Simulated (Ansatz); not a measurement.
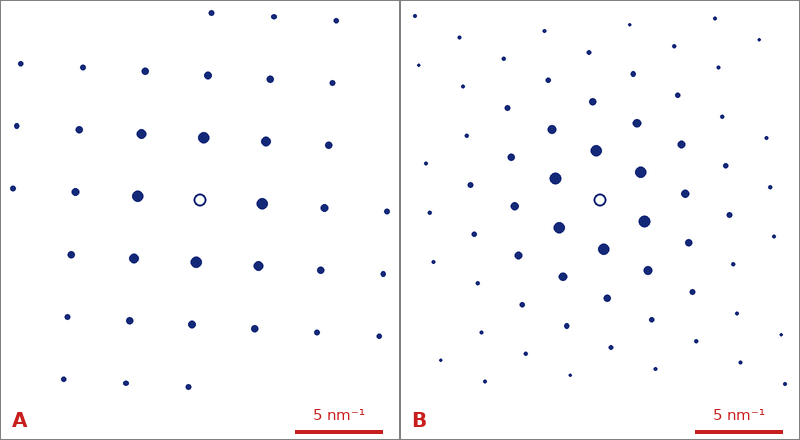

Kinematic electron diffraction patterns (300 kV, B = 0.5 Å², same scale, each along a low-index zone) of two structures of composition Cl, each relaxed at zero pressure with DFT PBEsol, scalar-relativistic, plane waves, PAW in Ansatz 0.2.0.

The structures (standard cells):
1. Pm-3m (No. 221), a = 2.784 Å, 1 atom; generated start, possibly hypothetical
2. P3_121 (No. 152), a = 4.074 Å, c = 6.547 Å (hexagonal axes), 3 atoms; generated start, possibly hypothetical

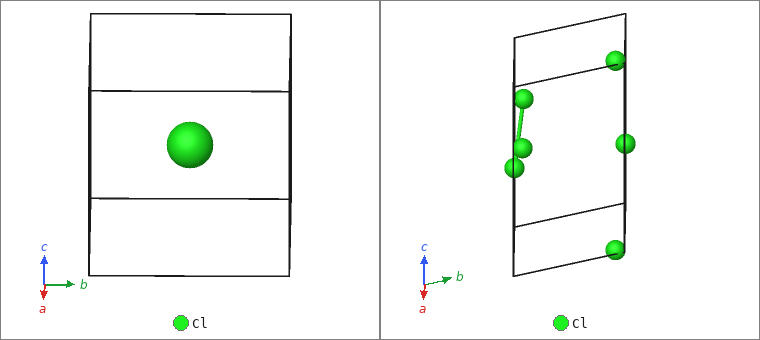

Drawings of the structures 1 to 2, from left to right (each may span several cells).

**Which pattern belongs to which structure, and along which zone?**

A is structure 1 along [001] or an equivalent direction: square net of 1 0 0 at d = 2.78 Å and 0 1 0 at d = 2.78 Å, 90.0° apart. B is structure 2 along [001]: hexagonal net of 1 -1 0 at d = 3.53 Å and 1 0 0 at d = 3.53 Å, 60.0° apart (some points of this net are extinct or too weak to see).

**Which structure lies lowest at this level of theory, and by how much?**

Structure 2 (P3_121, 31.37 Å³ an atom) is the lowest of these; structure 1 (Pm-3m, 21.58 Å³ an atom) lies about 480 meV an atom higher. These are static energies at 0 K; other structures, not shown, may lie lower still.
